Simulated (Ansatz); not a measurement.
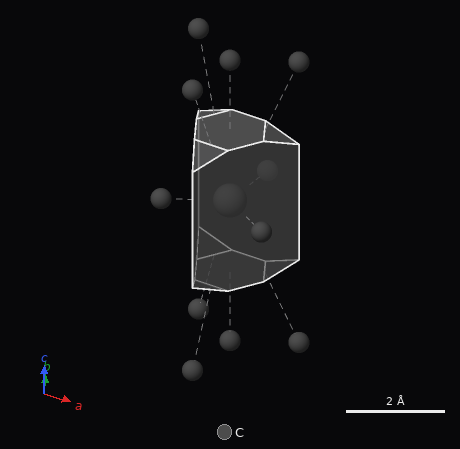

Voronoi–Dirichlet polyhedron, computed geometrically; every face belongs to one neighbour and no atomic radii are used. Central atom: C1 (2b) in C; faces take the colour of the neighbour behind them. Source: the geometry relaxed with Ansatz, DFT PBE+D3(BJ), scalar-relativistic, plane waves, PAW.

C, space group P6_3/mmc (No. 194), a = 2.465 Å, b = 2.465 Å, c = 6.741 Å, α = 90.00°, β = 90.00°, γ = 120.00°

```json
{"site": "C1", "Wyckoff": "2b", "x": "0.0000", "y": "0.0000", "z": "0.7500"}
{"site": "C2", "Wyckoff": "2d", "x": "0.3333", "y": "0.6667", "z": "0.7500"}
```

> What is the volume of this Voronoi cell?

8.7 Å³, against a mean of 8.9 Å³ per atom in this structure.

> Tabulate the neighbours by distance and solid angle.

```
neighbour  faces  distance (Å)  solid angle (% of sphere)
        C      3          1.42                       87.1
        C      2          3.37                        8.6
        C      6          3.66                        4.3
```
